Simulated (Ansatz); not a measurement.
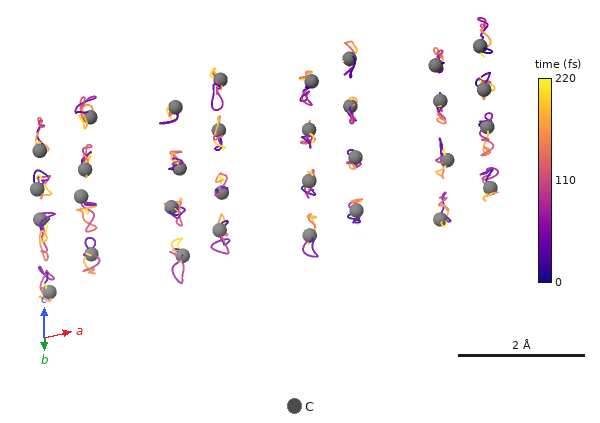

First-principles dynamics of a slab of graphene monolayer (32 atoms in the cell), 220 fs long. It starts from the last geometry of an earlier run, with fresh velocities. Lines trace each atom's path, coloured by time; spheres stand at the starting positions. Seen from a free direction in the simulation cell, with the vacuum cut short.

Computed with Ansatz 0.2.0, DFT PBE-D3(BJ), scalar-relativistic, plane waves, PAW. Settings: plane-wave cutoff 420 eV; k-point mesh 1 × 1 × 1; Fermi-Dirac smearing 0.02 eV; constant energy (NVE); velocities drawn for 1800 K; time step 1 fs.

> Describe the motion.

In the second half of the run the atoms are, in the root-mean-square, this far from where they began (common drift taken out): C 0.22 Å. That is small against the typical shortest distance between atoms in the first frame, about 1.4 Å: the atoms vibrate about their sites and the arrangement holds. Over the second half the temperature averages 1277 K (spread ±133 K). The potential energy in the second half lies on average 66.2 meV per atom above the first frame.

Cost: 20 min on 1 thread of Arm Neoverse V1, on a shared host, peak memory 0.71 GiB.
